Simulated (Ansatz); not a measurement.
Consider Al (slab).

Input

```
crystal:
  lattice:
    - [2.8390753335, 0.0, 0.0]
    - [0.0, 4.0150588412, 0.0]
    - [0.0, 0.0, 19.7163007569]
  atoms:
    - { symbol: Al, position: [0.5, 0.5, 0.2028778141] }
    - { symbol: Al, position: [0.0, 0.0, 0.2748759888] }
    - { symbol: Al, position: [0.5, 0.5, 0.3489712104] }
    - { symbol: Al, position: [0.0, 0.0, 0.4167262844] }
basis:
  ecutwfc: 420
kpoints:
  mp_grid: { grid: [9, 7, 1] }
hamiltonian:
  xc: pbesol
  pseudopotentials: { kind: paw, azcp: { folder: soft_1 } }
scf:
  occupations: { method: gaussian, width: 0.1 }
output:
  forces: true
  eigenvalues: true
  write_density: true
  write_potential: true
  elf: true
  volumetric_format: npy
efield:
  axis: 3
  dipole_correction: true
  ramp_width: 0.04
```

Run with:

```sh
ansatz run input.yaml --threads 1 --pin off --max-ram 3072MiB --backend cpu --events-out ev --progress --plain --runs-dir out
```

PAW files of the earlier set (soft_1).

All numbers below come from Ansatz, DFT PBEsol, scalar-relativistic, plane waves, PAW.

What will maps of the valence pseudo-density and electron localisation function show?

Al–Al (2.80 Å): the density is about 0.22 e/Å³ at the midpoint; the ELF peaks at about 0.70 between the atoms.
Al–Al (2.84 Å): ρ at the midpoint is about 0.21 e/Å³; the ELF peaks at about 0.70 between the atoms.
Al–Al (2.88 Å): the density is about 0.2 e/Å³ at the midpoint; the ELF peaks at about 0.65 between the atoms.

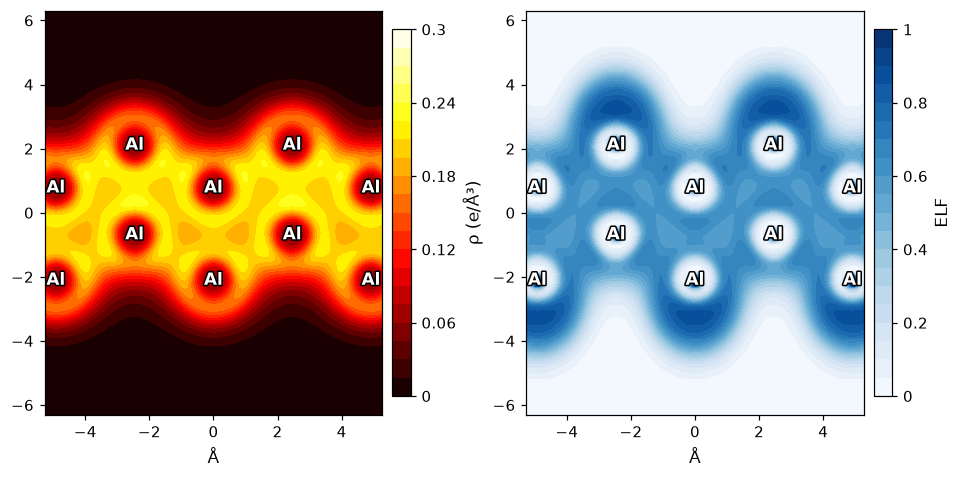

Computed valence pseudo-density and electron localisation function on the (11̄0) plane of the calculation cell, a cut from vacuum to vacuum, in this order. 

The density is the valence pseudo-density of a PAW calculation; it isn't the true density close to the nuclei.
